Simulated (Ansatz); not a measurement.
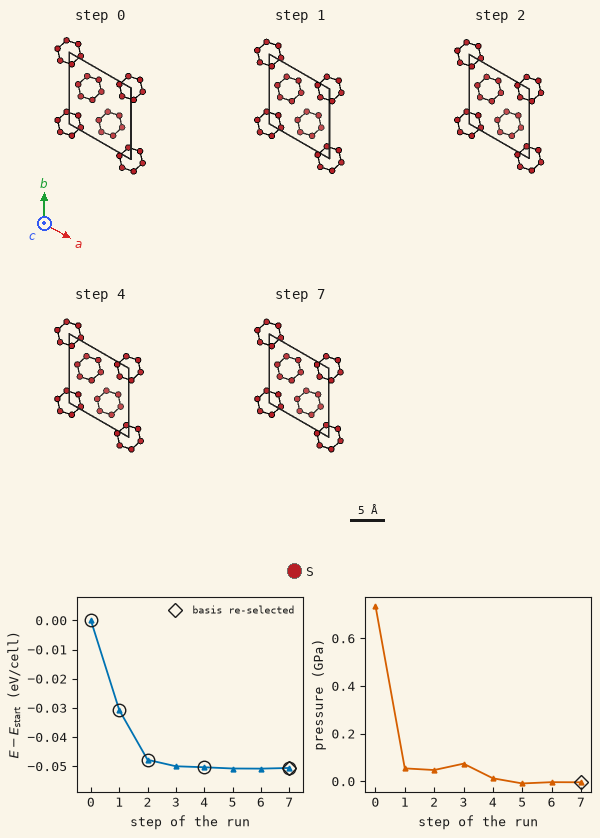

Frames of a relaxation of a crystal of S (set up in R-3), marked on the history of the run. A ball-and-stick model of the conventional cell (3 times the calculation's cell), seen along the c axis. Lengths and directions refer to the drawn axes.

Theory: Ansatz 0.2.0, DFT PBEsol, scalar-relativistic, plane waves, PAW. Settings: plane-wave cutoff 420 eV; k-point mesh 6 × 6 × 6; occupations gaussian; smearing width 0.02 eV; no spin polarisation; cell and atoms relaxed; force threshold 0.005 eV/Å; at most 80 steps.

### Describe the path.

The largest moves relative to the cell, 0.092 Å, are those of S atoms. Cell: a = b 10.818 → 10.419 Å (−3.7 %), c 4.280 → 4.377 Å (+2.3 %). Volume −5.1 %. Some distances before and after: S–S 2.057 → 2.075 Å. The space group stays R-3 (No. 148). The energy falls by 50.6 meV per cell of the calculation in 6 accepted moves (7 points after the start). The largest force component goes from 0.29 to 0.0014 eV/Å. Pressure: 0.74 GPa at the start and 0.00 GPa at the end. The SCF was repeated once at an unchanged geometry on a basis and grid sized afresh for the cell, which shifted the energy by 0.2 meV per cell of the calculation at most. Cost: 27 s on 2 threads of Arm Neoverse V2, on a shared host, peak memory 0.46 GiB. From step 0 to 1: S atoms move most (0.09 Å), volume −5.0 %, energy −30.7 meV per cell of the calculation. From step 1 to 2: S atoms move most (0.02 Å), volume −0.7 %, energy −17.1 meV per cell of the calculation. From step 2 to 4: volume −0.4 %, energy −2.6 meV per cell of the calculation. From step 4 to 7: volume +0.9 %, energy −0.2 meV per cell of the calculation.

| step | E − E(0), meV/atom | largest force component, eV/Å | pressure, GPa | volume, Å³/atom | note |
| --- | --- | --- | --- | --- | --- |
| 0 | 0.00 | 0.2889 | 0.74 | 24.099 |  |
| 1 | -5.12 | 0.2455 | 0.05 | 22.904 |  |
| 2 | -7.96 | 0.0656 | 0.05 | 22.736 |  |
| 3 | -8.33 | 0.0065 | 0.07 | 22.571 |  |
| 4 | -8.39 | 0.0103 | 0.01 | 22.651 |  |
| 5 | -8.46 | 0.0059 | -0.01 | 22.813 |  |
| 6 | -8.46 | 0.0015 | 0.00 | 22.858 |  |
| 7 | -8.43 | 0.0014 | 0.00 | 22.858 | same geometry, new basis |
